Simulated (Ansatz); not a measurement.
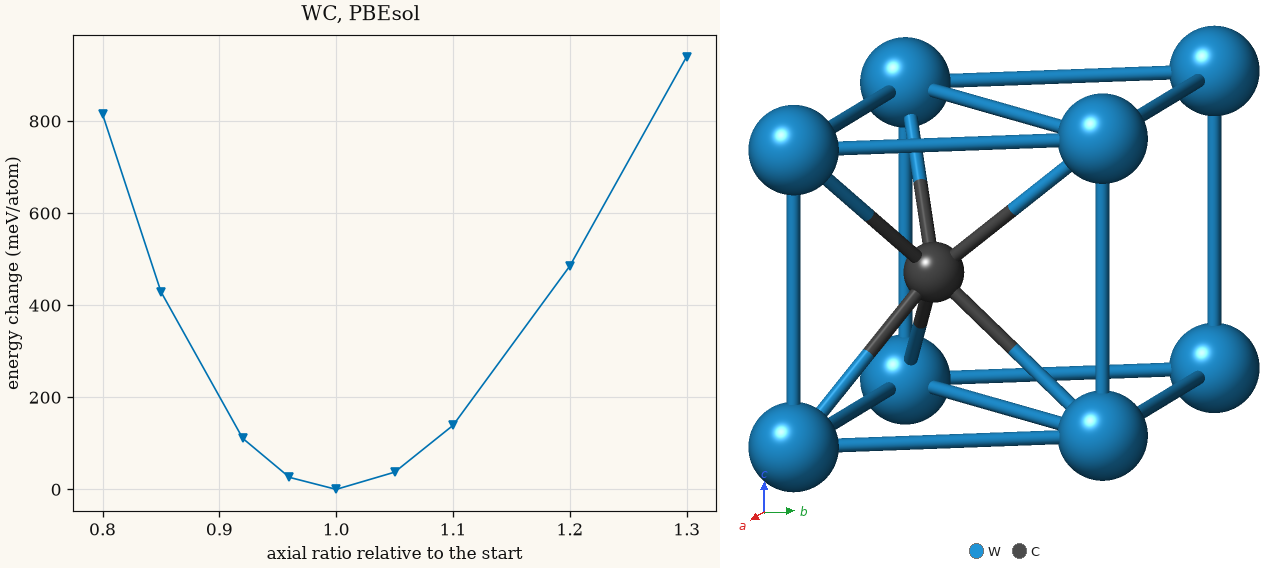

The figure shows the energy change against relative axial ratio for WC, space group P-6m2 (No. 187). The cell is drawn beside the plot.

Structure:
```xyz
2
Lattice="2.9005 0.0000 0.0000 -1.4503 2.5119 0.0000 0.0000 0.0000 2.8290" Properties=species:S:1:pos:R:3 pbc="T T T"
W     0.0000    0.0000    0.0000
C     1.4503    0.8373    1.4145
```

Computed with Ansatz 0.2.0: deformation of a crystal at fixed volume, lengths along the axis scaled against those across it, fractional coordinates fixed, by plane-wave density functional theory with PAW datasets, free energies less that of the undisturbed cell, pressure positive in compression; scalar-relativistic. Level: PBEsol, no spin polarisation.

| setting | value |
| --- | --- |
| wave cutoff | 420 eV |
| k mesh | 21×21×18 |
| occupations | Gaussian |
| smearing width | 0.15 eV |
| k shift | (0, 0, 0) (mesh steps) |
| start | as given |
| path | axial |
| axis direction | (0, 0, 1) (Cartesian unit vector) |

From this curve and the settings, what does the calculation give for the pressure at the same points?

The pressure goes from 25.6 GPa at relative axial ratio 0.80 to 6.4 GPa at 1.30, not monotonically, with a low of −2.1 GPa at 1.05, and changes sign near 0.99 and 1.17.

```json
{"axial ratio relative to the start": "0.80", "pressure (GPa)": "25.6"}
{"axial ratio relative to the start": "0.85", "pressure (GPa)": "15.0"}
{"axial ratio relative to the start": "0.92", "pressure (GPa)": "5.1"}
{"axial ratio relative to the start": "0.96", "pressure (GPa)": "1.5"}
{"axial ratio relative to the start": "1.00", "pressure (GPa)": "-0.7"}
{"axial ratio relative to the start": "1.05", "pressure (GPa)": "-2.1"}
{"axial ratio relative to the start": "1.10", "pressure (GPa)": "-2.1"}
{"axial ratio relative to the start": "1.20", "pressure (GPa)": "0.8"}
{"axial ratio relative to the start": "1.30", "pressure (GPa)": "6.4"}
```

Limits of the calculation: reference crystal is not relaxed; shape and atomic fractions are frozen while scaling, which makes layered, chain and framework solids too stiff.
